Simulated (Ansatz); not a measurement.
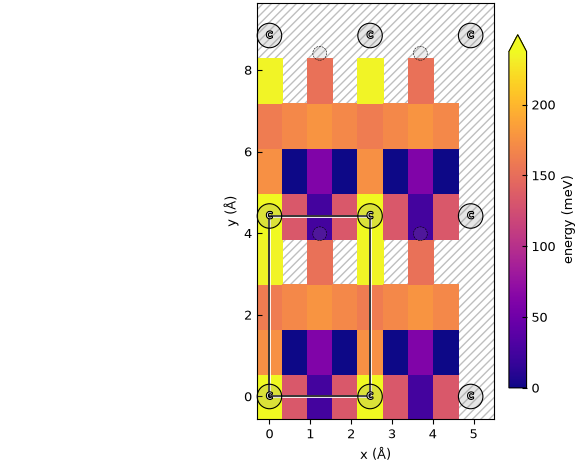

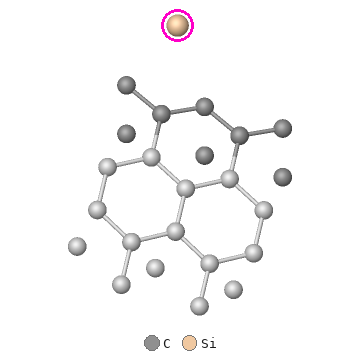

Energy landscape of Si on a C(10−1) slab cut from the C2/m phase, its upper half relaxed before the scan (16 atoms of substrate and one adsorbate in a 2 × 1 cell). Si is moved over the surface cell at a fixed height above a rigid substrate; the origin of the map has the adsorbate above C15; the height is held at 3.40 Å. Places are given modulo a cell vector. The map is drawn in real space over the plane of the surface. The grid has 4 × 4 points; 11 points were computed and 3 follow by symmetry. At 2 points there is no value. Places are given in fractions of the 1 × 1 surface cell. All energies are given in meV relative to the lowest grid point. Energies and slopes of some neighbouring points disagree (a jump in structure or state, or too coarse a mesh). The magnetic moment jumps between some neighbouring points. At a fixed height the lowest place need not be the adsorption site. Method: DFT PBE+D3(BJ), scalar-relativistic, plane waves, PAW (Ansatz 0.2.0). Settings: cutoff 420 eV, k-mesh 6×6×1, gaussian smearing 0.05 eV, spin-polarised.

The picture shows one coloured cell a grid point, labelled circles for the atoms of the top layer and small ones for the second layer, the outline of one cell of the 2 × 2 shown, one colour for all values above the top of the scale, hatched blanks where no value was computed. The second picture is the structure at the lowest point; rings mark the moved atoms.

> Where are the lowest and the highest points?

The lowest grid point is at (1/4, 1/4) of the cell vectors [nearest 1 C at 3.63 Å]. The same energy is found at (3/4, 1/4) of the cell vectors [nearest 1 C at 3.63 Å]. The highest grid point, the top site over a surface C atom, (0/4, 0/4) of the cell vectors, lies 238 meV above the lowest. At the lowest point the adsorbate has 1 C at 3.63 Å as nearest neighbours, at the highest 1 C at 3.40 Å.

The input of one point:

```yaml
crystal:
  lattice:
    - [4.9298676323, 0.0, 0.0]
    - [0.0, 4.4224271195, 0.0]
    - [0.0, 0.0, 22.693749791]
  atoms:
    - { symbol: C, position: [0.25, 0.4155274488, 0.1762599851] }
    - { symbol: C, position: [0.75, 0.4155274488, 0.1762599851] }
    - { symbol: C, position: [0.0, 0.519558491, 0.2001803947] }
    - { symbol: C, position: [0.5, 0.519558491, 0.2001803947] }
    - { symbol: C, position: [0.0, 0.7272227621, 0.2480852155] }
    - { symbol: C, position: [0.5, 0.7272227621, 0.2480852155] }
    - { symbol: C, position: [0.25, 0.8312538043, 0.2720056251] }
    - { symbol: C, position: [0.75, 0.8312538043, 0.2720056251] }
    - { symbol: C, position: [0.25, 0.0442051686, 0.3198734326] }
    - { symbol: C, position: [0.75, 0.0442051686, 0.3198734326] }
    - { symbol: C, position: [0.0, 0.1500808487, 0.3425973485] }
    - { symbol: C, position: [0.5, 0.1500808487, 0.3425973485] }
    - { symbol: C, position: [0.0, 0.3779776253, 0.3900566375] }
    - { symbol: C, position: [0.5, 0.3779776253, 0.3900566375] }
    - { symbol: C, position: [0.25, 0.4764186278, 0.4095290499] }
    - { symbol: C, position: [0.75, 0.4764186278, 0.4095290499] }
    - { symbol: Si, position: [0.375, 0.7264186278, 0.5593500373], spin: 2.0 }
basis:
  ecutwfc: 420
kpoints:
  mp_grid: { grid: [6, 6, 1] }
hamiltonian:
  xc: pbe
  pseudopotentials: { kind: paw, azcp: { folder: soft_1 } }
  dispersion: d3bj
scf:
  occupations: { method: gaussian, width: 0.05 }
output:
  forces: true
  eigenvalues: true
  populations: true
magnetization:
  spin_polarized: true
efield:
  axis: 3
  dipole_correction: true
  ramp_width: 0.04
```

Each point was launched as `ansatz run input.yaml --threads 2 --pin off --max-ram 6144MiB --backend cpu --events-out ev --progress --plain --runs-dir out`. Time for the 11 points that were run: 33 min on 2 threads of Intel(R) Xeon(R) Platinum 8259CL CPU @ 2.50GHz (Skylake/Cascade Lake) (shared host).
